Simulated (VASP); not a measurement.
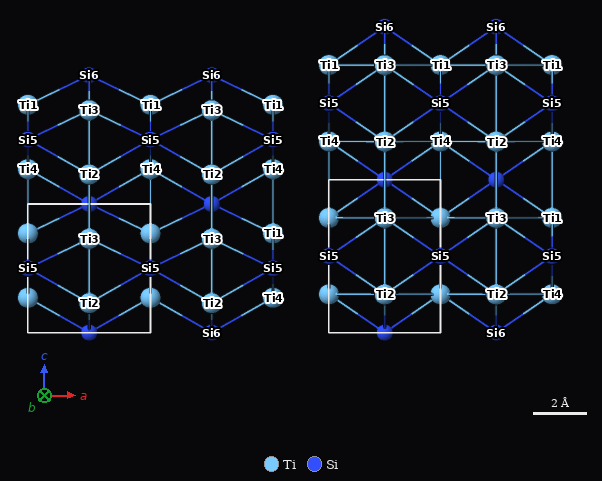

Two geometries of solid Ti₂Si (a generated structure, set up in P4_2/nmc), drawn at one scale. One is the start of a relaxation, the other its converged end. The picture is a ball-and-stick view of the cell of the calculation, repeated 2 × 1 × 2 with one cell outlined, seen along the b axis.

The calculation used Kohn-Sham DFT of a periodic cell, PBE, VASP PAW PBE potentials, recommended in VASP 6.6.1. Settings: plane-wave cutoff 520 eV; k-point mesh 4 × 4 × 4; occupations gaussian; smearing width 0.15 eV; no spin polarisation.

Which one is relaxed?

Answer. The right one is the relaxed one. The run lets cell and atoms move. The energy falls by 193 meV per atom in 16 geometry steps. Largest force component: 0.043 eV/Å at the start, 0.0047 eV/Å at the end. The pressure goes from −2.82 to −0.22 GPa. The largest moves relative to the cell, 0.12 Å, are those of Ti1, Ti2, Ti3 and Ti4. Ti2 goes along +c. Si stays in place. The drawn cell changes as follows: a = b 4.688 → 4.267 Å (−9.0 %), c 4.921 → 5.848 Å (+18.8 %); the volume changes by −1.5 %. Among the contacts that change: Ti1–Ti4 2.460 → 2.924 Å, Ti1–Ti3 3.321 → 3.017 Å, Ti1–Si5 2.696 → 2.588 Å, Ti1–Si6 2.601 → 2.585 Å. Among the angles between lasting bonds that change: Si6–Ti1–Si6 128.6° → 111.2°, Si5–Ti1–Si5 120.8° → 111.1°, Ti4–Ti1–Si6 115.7° → 124.4°. The space group (tolerance 0.01 Å) goes from P4_2/nmc (No. 137) to I4/mmm (No. 139).
